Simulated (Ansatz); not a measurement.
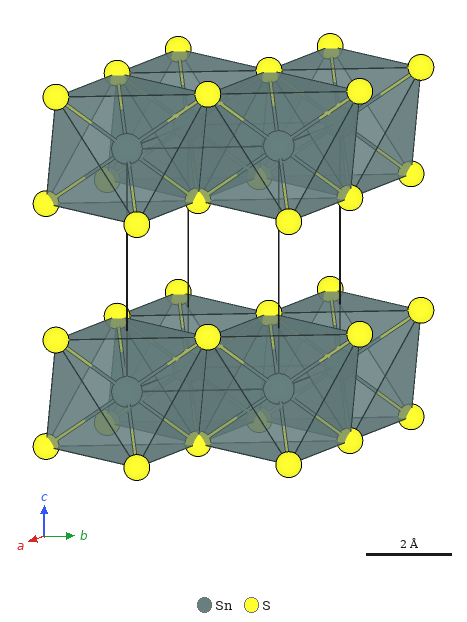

Fig. 1: The structure as given in the input (polyhedral view of the cell of the calculation, seen slightly off an axis; polyhedra are completed across the faces of the cell).

## Run report: SnS₂, geometry relaxation (part 1 of 2)

- system: SnS₂ (P-3m1, 3 atoms in the cell)
- method: DFT PBE+D3(BJ), scalar-relativistic, plane waves, PAW, no spin polarisation (Ansatz 0.2.0)

The structure derives from an entry of the Crystallography Open Database.

## Input file
```yaml
crystal:
  lattice:
    - [3.639, 0.0, 0.0]
    - [-1.8195, 3.1514664444, 0.0]
    - [0.0, 0.0, 5.868]
  atoms:
    - { symbol: Sn, position: [0.0, 0.0, 0.0] }
    - { symbol: S, position: [0.3333333333, 0.6666666667, 0.25] }
    - { symbol: S, position: [0.6666666667, 0.3333333333, 0.75] }
basis:
  ecutwfc: 420
kpoints:
  mp_grid: { grid: [9, 9, 6] }
hamiltonian:
  xc: pbe
  dispersion: d3bj
scf:
  occupations: { method: gaussian, width: 0.02 }
output:
  forces: true
  stress: true
  eigenvalues: true
  write_density: true
  write_potential: true
  elf: true
  volumetric_format: npy
relax:
  adjacent_minimum: "off"
  f_tol: 0.005
  max_steps: 80
  cell: { stress_tol: 0.05 }
```

Machine: 4 threads of Arm Neoverse V1, 24 GiB of memory available, shared host.

Launch command:
```bash
ansatz run input.yaml --threads 4 --pin off --max-ram 10240MiB --backend cpu --events-out ev --progress --plain --runs-dir out
```

## The program's output
```
Engine: ansatz 0.2.0, aarch64-unknown-linux-gnu
Pseudopotentials: kind: paw
Pseudopotential: Sn, paw, valence charge 14, recommended cutoff 420 eV (normal), Sn.paw.azcp
Pseudopotential: S, paw, valence charge 6, recommended cutoff 420 eV (normal), S.paw.azcp
Functional definition: PBE
  parameter kappa = 0.804
  parameter beta = 0.06672455060314922
  exchange = pbe_x(kappa = kappa, mu = beta*pi^2/3)
  correlation = pbe_c(beta = beta)
Crystal: 3 atoms, lattice volume = 67.295 Å³
Basis set: ecut = 420 eV, 1315 PW (Γ), exchange–correlation on 50×50×80 points (8 copies of the dense FFT grid, shifted against one another)
Bands: 17, of which v1, the nominal top of the filled ones, is band 13 counted from 1 (12 counted from 0)
Symmetry: 12 space group operations
Space group: P-3m1 (ITA 164), of the structure as read, at distance tolerance 4.1e-5 Å
k-points: 62 of 486
Non-local potential: Sn, projectors of the file, l = 0: 2, l = 1: 2, l = 2: 2, l = 3: 2
Non-local potential: S, projectors of the file, l = 0: 2, l = 1: 2, l = 2: 2
PAW form: soft (Blöchl's): semilocal exchange-correlation on the pseudo side does not see the compensation charge
PAW one-centre angular grid: Sn, 590 points (default); XC on 64 Gauss nodes
PAW one-centre angular grid: S, 110 points (default); XC on 64 Gauss nodes
Initial density: superposition of atomic densities (neutral atoms: chi_scale 0, normalization atom), corrected by the library's trained network
Initial wavefunctions: pseudopotential atomic-orbital guess
Functional: x = pbe(κ = 0.804, μ = 0.2195149727645171), c = pbe(β = 0.06672455060314922)
SCF iter   1: F=—  HF=-7830.390032 eV  |F-HF|=—  |Δ(HF+E_count)|=         —  Δρ=1.14e-3  dr2=7.62e-4  ethr=1.77e-3  ⟨swp⟩=6.5  Hψ=6319  notcnv=0
preconditioner: auto → Resta (q_TF=auto, 2.328 Å⁻¹)  ε∞=3.0  [insulator: Δε(μ)=1.399 eV  Ē_g=16.137 eV  σ=0.020 eV  W_gap=1.00  n_scr=22 (ndim 8)  ℏωp=23.1 eV  f_vac=0.022  D(μ)=0.00/eV (n_scr^D=0)  ε∞_Penn≈3.0]
SCF iter   2: F=—  HF=-7830.389272 eV  |F-HF|=—  |Δ(HF+E_count)|=   7.61e-4  Δρ=6.12e-4  dr2=2.63e-4  ethr=2.93e-6  ⟨swp⟩=2.0  Hψ=2413  notcnv=0
SCF iter   3: F=—  HF=-7830.389444 eV  |F-HF|=—  |Δ(HF+E_count)|=   1.72e-4  Δρ=3.75e-4  dr2=6.54e-5  ethr=1.01e-6  ⟨swp⟩=2.0  Hψ=2083  notcnv=0
SCF iter   4: F=—  HF=-7830.389493 eV  |F-HF|=—  |Δ(HF+E_count)|=   4.94e-5  Δρ=1.52e-4  dr2=1.12e-5  ethr=2.51e-7  ⟨swp⟩=2.0  Hψ=1472  notcnv=0
SCF iter   5: F=—  HF=-7830.389492 eV  |F-HF|=—  |Δ(HF+E_count)|=   1.32e-6  Δρ=6.70e-5  dr2=4.35e-6  ethr=4.32e-8  ⟨swp⟩=2.0  Hψ=1860  notcnv=0
SCF iter   6: F=—  HF=-7830.389490 eV  |F-HF|=—  |Δ(HF+E_count)|=   1.40e-6  Δρ=2.85e-5  dr2=6.24e-7  ethr=1.67e-8  ⟨swp⟩=2.9  Hψ=1862  notcnv=0
SCF iter   7: F=-7830.389490 eV  HF=-7830.389490 eV  |F-HF|=3.25e-8  |Δ(HF+E_count)|=   2.30e-7  Δρ=7.06e-6  dr2=3.61e-8  ethr=3.85e-10  ⟨swp⟩=7.0  Hψ=7041  notcnv=0
SCF 1 converged in 7 iterations: F = -7830.389490 eV  dr2 = 3.61e-8
  greatest PAW one-centre occupation: 0.993 electrons in one spin orbital (limit 2), on the Sn atom at site 0 (counted from 0), in its partial waves of l = 2
relax step   1: F+E_penalty+E_count = -7830.38949007 eV  Δ(F+E_penalty+E_count) = +0.000e0 eV  max|allowed force component| = 2.607e-1 eV/Å  Δτ_max = 0.0000 Å  P = +1.812 GPa  Ω = 67.295 Å³  (7 SCF iters, dr2 threshold 1.00e-7 eV, accepted)
Crystal: 3 atoms, lattice volume = 67.890 Å³
Basis set: ecut = 420 eV, 1327 PW (Γ), exchange–correlation on 50×50×80 points (8 copies of the dense FFT grid, shifted against one another)
Initial density: handed on by an earlier stage of this run
Initial wavefunctions: those handed on with the density
iter 1 solved again at ethr=1.03e-5 eV; its pass at ethr=3.10e-3 eV (dr2=2.67e-3 eV) is discarded
SCF iter   1: F=—  HF=-7830.396050 eV  |F-HF|=—  |Δ(HF+E_count)|=         —  Δρ=2.05e-3  dr2=2.60e-3  ethr=1.03e-5  ⟨swp⟩=2.0  Hψ=7183  notcnv=0
preconditioner: auto → Resta (q_TF=auto, 2.325 Å⁻¹)  ε∞=3.1  [insulator: Δε(μ)=1.190 eV  Ē_g=15.973 eV  σ=0.020 eV  W_gap=1.00  n_scr=22 (ndim 8)  ℏωp=23.0 eV  f_vac=0.017  D(μ)=0.00/eV (n_scr^D=0)  ε∞_Penn≈3.1]
SCF iter   2: F=—  HF=-7830.395510 eV  |F-HF|=—  |Δ(HF+E_count)|=   5.40e-4  Δρ=1.07e-3  dr2=6.34e-4  ethr=1.00e-5  ⟨swp⟩=2.2  Hψ=1501  notcnv=0
SCF iter   3: F=—  HF=-7830.395430 eV  |F-HF|=—  |Δ(HF+E_count)|=   7.96e-5  Δρ=1.52e-4  dr2=1.69e-5  ethr=2.44e-6  ⟨swp⟩=2.3  Hψ=1542  notcnv=0
SCF iter   4: F=—  HF=-7830.395435 eV  |F-HF|=—  |Δ(HF+E_count)|=   4.64e-6  Δρ=4.95e-5  dr2=2.29e-6  ethr=6.52e-8  ⟨swp⟩=2.0  Hψ=1443  notcnv=0
SCF iter   5: F=-7830.395436 eV  HF=-7830.395436 eV  |F-HF|=8.02e-8  |Δ(HF+E_count)|=   7.78e-7  Δρ=1.48e-5  dr2=2.19e-7  ethr=1.15e-9  ⟨swp⟩=7.6  Hψ=7676  notcnv=0
SCF 2 converged in 5 iterations: F = -7830.395436 eV  dr2 = 2.19e-7
relax step   2: F+E_penalty+E_count = -7830.39543590 eV  Δ(F+E_penalty+E_count) = -5.946e-3 eV  max|allowed force component| = 2.100e-1 eV/Å  Δτ_max = 0.0416 Å  P = -0.801 GPa  Ω = 67.890 Å³  energy of the carried Pulay correction = -1.664e-4 eV  (5 SCF iters, dr2 threshold 3.00e-7 eV, accepted)
Crystal: 3 atoms, lattice volume = 68.290 Å³
Basis set: ecut = 420 eV, 1363 PW (Γ), exchange–correlation on 50×50×80 points (8 copies of the dense FFT grid, shifted against one another)
iter 1 solved again at ethr=4.22e-6 eV; its pass at ethr=3.10e-3 eV (dr2=1.10e-3 eV) is discarded
SCF iter   1: F=—  HF=-7830.399198 eV  |F-HF|=—  |Δ(HF+E_count)|=         —  Δρ=1.32e-3  dr2=1.21e-3  ethr=4.22e-6  ⟨swp⟩=2.0  Hψ=6958  notcnv=0
preconditioner: auto → Resta (q_TF=auto, 2.323 Å⁻¹)  ε∞=3.0  [insulator: Δε(μ)=1.263 eV  Ē_g=16.015 eV  σ=0.020 eV  W_gap=1.00  n_scr=22 (ndim 8)  ℏωp=22.9 eV  f_vac=0.022  D(μ)=0.00/eV (n_scr^D=0)  ε∞_Penn≈3.0]
SCF iter   2: F=—  HF=-7830.398885 eV  |F-HF|=—  |Δ(HF+E_count)|=   3.13e-4  Δρ=6.85e-4  dr2=3.10e-4  ethr=4.22e-6  ⟨swp⟩=2.5  Hψ=1458  notcnv=0
SCF iter   3: F=—  HF=-7830.398798 eV  |F-HF|=—  |Δ(HF+E_count)|=   8.69e-5  Δρ=1.20e-4  dr2=2.14e-5  ethr=1.19e-6  ⟨swp⟩=2.7  Hψ=1522  notcnv=0
SCF iter   4: F=—  HF=-7830.398864 eV  |F-HF|=—  |Δ(HF+E_count)|=   6.64e-5  Δρ=4.59e-5  dr2=1.39e-6  ethr=8.23e-8  ⟨swp⟩=2.2  Hψ=1432  notcnv=0
SCF iter   5: F=-7830.398865 eV  HF=-7830.398865 eV  |F-HF|=3.33e-8  |Δ(HF+E_count)|=   9.69e-7  Δρ=7.06e-6  dr2=2.47e-8  ethr=1.15e-9  ⟨swp⟩=11.0  Hψ=8433  notcnv=0
SCF 3 converged in 5 iterations: F = -7830.398865 eV  dr2 = 2.47e-8
relax step   3: F+E_penalty+E_count = -7830.39886523 eV  Δ(F+E_penalty+E_count) = -3.429e-3 eV  max|allowed force component| = 1.810e-2 eV/Å  Δτ_max = 0.0242 Å  P = -0.265 GPa  Ω = 68.290 Å³  energy of the carried Pulay correction = -2.777e-4 eV  (5 SCF iters, dr2 threshold 3.00e-7 eV, accepted)
Crystal: 3 atoms, lattice volume = 67.715 Å³
iter 1 solved again at ethr=1.18e-6 eV; its pass at ethr=3.10e-3 eV (dr2=3.06e-4 eV) is discarded
SCF iter   1: F=—  HF=-7830.399630 eV  |F-HF|=—  |Δ(HF+E_count)|=         —  Δρ=5.31e-4  dr2=2.41e-4  ethr=1.18e-6  ⟨swp⟩=2.0  Hψ=6752  notcnv=0
preconditioner: auto → Resta (q_TF=auto, 2.326 Å⁻¹)  ε∞=3.1  [insulator: Δε(μ)=1.234 eV  Ē_g=16.038 eV  σ=0.020 eV  W_gap=1.00  n_scr=22 (ndim 8)  ℏωp=23.0 eV  f_vac=0.018  D(μ)=0.00/eV (n_scr^D=0)  ε∞_Penn≈3.1]
SCF iter   2: F=—  HF=-7830.399618 eV  |F-HF|=—  |Δ(HF+E_count)|=   1.23e-5  Δρ=2.63e-4  dr2=4.87e-5  ethr=9.27e-7  ⟨swp⟩=2.1  Hψ=1262  notcnv=0
SCF iter   3: F=—  HF=-7830.399608 eV  |F-HF|=—  |Δ(HF+E_count)|=   1.03e-5  Δρ=5.34e-5  dr2=2.97e-6  ethr=1.87e-7  ⟨swp⟩=2.4  Hψ=1446  notcnv=0
SCF iter   4: F=-7830.399608 eV  HF=-7830.399608 eV  |F-HF|=2.40e-7  |Δ(HF+E_count)|=   6.02e-7  Δρ=1.74e-5  dr2=2.44e-7  ethr=1.15e-9  ⟨swp⟩=8.0  Hψ=7869  notcnv=0
SCF 4 converged in 4 iterations: F = -7830.399608 eV  dr2 = 2.44e-7
relax step   4: F+E_penalty+E_count = -7830.39960844 eV  Δ(F+E_penalty+E_count) = -7.432e-4 eV  max|allowed force component| = 2.240e-3 eV/Å  Δτ_max = 0.0088 Å  P = +0.025 GPa  Ω = 67.715 Å³  energy of the carried Pulay correction = -1.177e-4 eV  (4 SCF iters, dr2 threshold 3.00e-7 eV, accepted)
Initial wavefunctions: pseudopotential atomic-orbital guess (no wavefunctions were taken with the density)
iter 1 solved again at ethr=2.97e-7 eV; its pass at ethr=3.10e-3 eV (dr2=7.71e-5 eV) is discarded
SCF iter   1: F=—  HF=-7830.399683 eV  |F-HF|=—  |Δ(HF+E_count)|=         —  Δρ=2.23e-5  dr2=2.65e-7  ethr=2.97e-7  ⟨swp⟩=3.4  Hψ=9343  notcnv=0
preconditioner: auto → Resta (q_TF=auto, 2.326 Å⁻¹)  ε∞=3.1  [insulator: Δε(μ)=1.238 eV  Ē_g=16.034 eV  σ=0.020 eV  W_gap=1.00  n_scr=22 (ndim 8)  ℏωp=23.0 eV  f_vac=0.019  D(μ)=0.00/eV (n_scr^D=0)  ε∞_Penn≈3.1]
SCF iter   2: F=—  HF=-7830.399730 eV  |F-HF|=—  |Δ(HF+E_count)|=   4.66e-5  Δρ=1.26e-5  dr2=1.08e-7  ethr=1.02e-9  ⟨swp⟩=2.3  Hψ=1820  notcnv=0
SCF iter   3: F=—  HF=-7830.399730 eV  |F-HF|=—  |Δ(HF+E_count)|=   1.82e-7  Δρ=3.90e-6  dr2=1.49e-8  ethr=4.15e-10  ⟨swp⟩=2.0  Hψ=1448  notcnv=0
SCF iter   4: F=—  HF=-7830.399730 eV  |F-HF|=—  |Δ(HF+E_count)|=   1.82e-8  Δρ=1.07e-6  dr2=4.54e-10  ethr=5.71e-11  ⟨swp⟩=2.0  Hψ=1544  notcnv=0
SCF iter   5: F=—  HF=-7830.399730 eV  |F-HF|=—  |Δ(HF+E_count)|=   1.64e-9  Δρ=3.14e-7  dr2=5.02e-11  ethr=1.75e-12  ⟨swp⟩=2.0  Hψ=1855  notcnv=0
SCF iter   6: F=-7830.399730 eV  HF=-7830.399730 eV  |F-HF|=7.28e-12  |Δ(HF+E_count)|=  1.43e-10  Δρ=8.68e-8  dr2=5.30e-12  ethr=1.00e-12  ⟨swp⟩=6.2  Hψ=4687  notcnv=0
SCF 5 converged in 6 iterations: F = -7830.399730 eV  dr2 = 5.30e-12
relax step   5: F+E_penalty+E_count = -7830.39972979 eV  Δ(F+E_penalty+E_count) = -1.213e-4 eV  max|allowed force component| = 2.199e-3 eV/Å  Δτ_max = 0.0000 Å  P = +0.023 GPa  Ω = 67.715 Å³  stress off target by 3.32e-2 GPa  SCF on the basis re-selected at this cell (its energy is not comparable with the rows above)  (6 SCF iters)
```

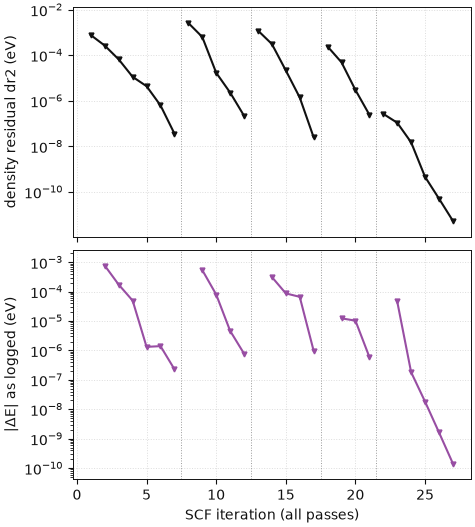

Fig. 2: Convergence of the self-consistent field: density residual dr2 and size of the energy change against the SCF iteration. The dotted lines part the SCF passes of the relaxation: geometry steps, rejected trials and re-solves on a re-selected basis. The 5 passes take 4 to 7 iterations each, 27 in all.

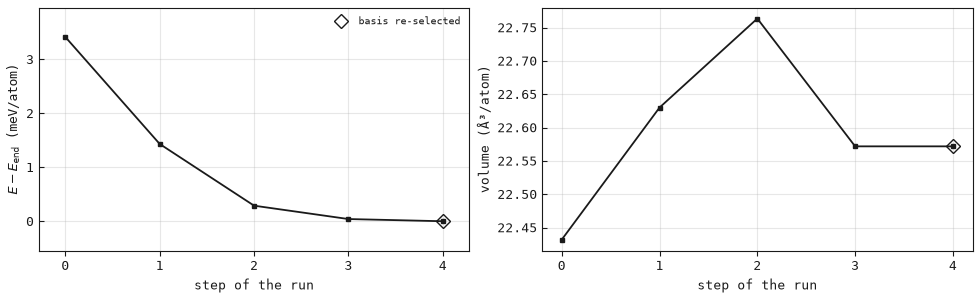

Fig. 3: Progress of the relaxation, step by step (the first geometry is step 0 here and step 1 in the log).
